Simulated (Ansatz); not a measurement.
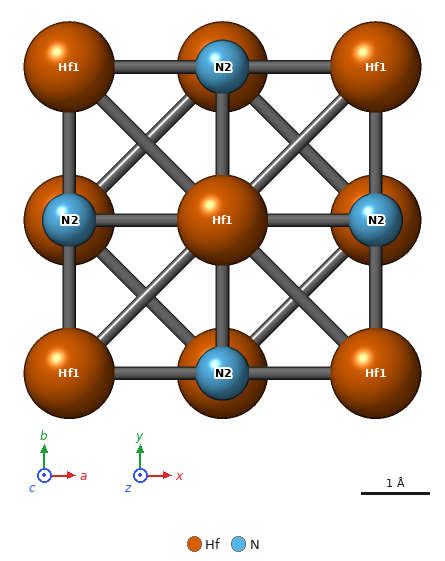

A scan of crystalline HfN (Fm-3m): the cell is strained along x and oppositely along y, with the atoms kept at their fractional coordinates. x, y and z are the Cartesian axes of the input. The picture shows the reference cell. Style: ball-and-stick. Shown: the conventional cell (4 times the calculation's cell), along the c axis. Lengths and directions refer to the drawn axes.

All numbers below come from DFT r2SCAN, scalar-relativistic, plane waves, PAW in Ansatz. (plane-wave cutoff 500 eV; k-point mesh 18 × 18 × 18; occupations gaussian; smearing width 0.15 eV; no spin polarisation). Energies (free energies at the smearing named) are counted from the cell as listed in its source, which wasn't relaxed.

The input:
```yaml
crystal:
  lattice:
    - [0.0, 2.259, 2.259]
    - [2.259, 0.0, 2.259]
    - [2.259, 2.259, 0.0]
  atoms:
    - { symbol: Hf, position: [0.0, 0.0, 0.0] }
    - { symbol: "N", position: [0.5, 0.5, 0.5] }
basis:
  ecutwfc: 500
kpoints:
  mp_grid: { grid: [18, 18, 18] }
hamiltonian:
  xc: r2scan
scf:
  occupations: { method: gaussian, width: 0.15 }
output:
  forces: true
  stress: true
  eigenvalues: true
```

Command:
```bash
ansatz run input.yaml --threads 1 --pin off --max-ram 2560MiB --backend cpu --events-out ev --progress --plain --runs-dir out
```

### Predict the energy profile (the strain: −0.0200, −0.0150, −0.0100, −0.0050, 0.0000, 0.0025, 0.0050, 0.0075, 0.0100, 0.0125, 0.0150, 0.0175, 0.0200).

```tsv
strain	ΔE (meV/atom)
−0.0200	14.2
−0.0150	7.9
−0.0100	3.5
−0.0050	0.9
0.0000	0.0
0.0025	0.2
0.0050	0.9
0.0075	2.0
0.0100	3.5
0.0125	5.5
0.0150	7.9
0.0175	10.8
0.0200	14.2
```

Points that are alike by symmetry were computed once.

Of the computed points the lowest is at the strain 0.00, 0.0 meV/atom. At the ends of the scan the energy is 14.2 meV/atom (−0.02) and 14.2 meV/atom (0.02). The unrelaxed reference is under a pressure of 1.4 GPa. The distortion takes the space group from Fm-3m to Fmmm. At the strain −0.02 the cell of the drawing goes a 4.518 → 4.428 Å, b 4.518 → 4.608 Å.
